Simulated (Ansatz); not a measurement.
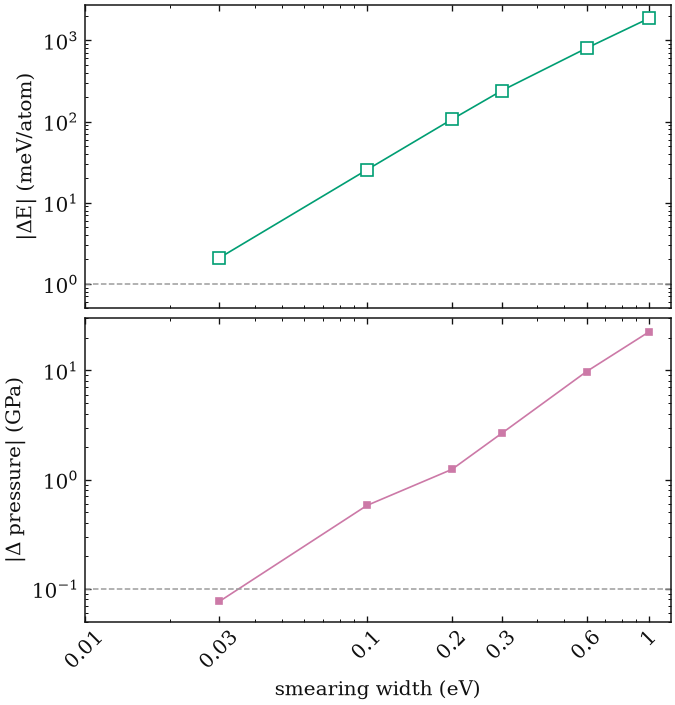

Scan of the smearing width.
Ni (Fm-3m, 1 atom in the cell); DFT, LDA (PW92), plane waves (420 eV) with PAW, scalar-relativistic (Ansatz 0.2.0); 16×16×16 k-mesh, collinear spins, Fermi–Dirac smearing.
ΔE is the free energy less its value at the smallest setting, 0.01 eV.
Dashed lines or grey bands mark the tolerance: 1 meV/atom and 0.1 GPa.
On logarithmic panels, open markers lie below the reference value and filled ones above.

Q: What is enough for the free energy to 1 meV/atom?

A: The free energy at the last setting but one, 0.03 eV, is still more than 1 meV/atom from the smallest setting's value, so the scan doesn't show it converged. It is off by 1900 meV/atom at 1 eV, 110 meV/atom at 0.2 eV and 2.1 meV/atom at 0.03 eV (always below it). The free energy falls with the width because it holds the −TS term of the fractional occupations.

Q: How does the pressure behave (tolerance 0.1 GPa)?

A: The pressure is within 0.1 GPa of the smallest setting's value from 0.03 eV down. It is off by 23 GPa at 1 eV, 2.7 GPa at 0.3 eV and 0.58 GPa at 0.1 eV (always above it).
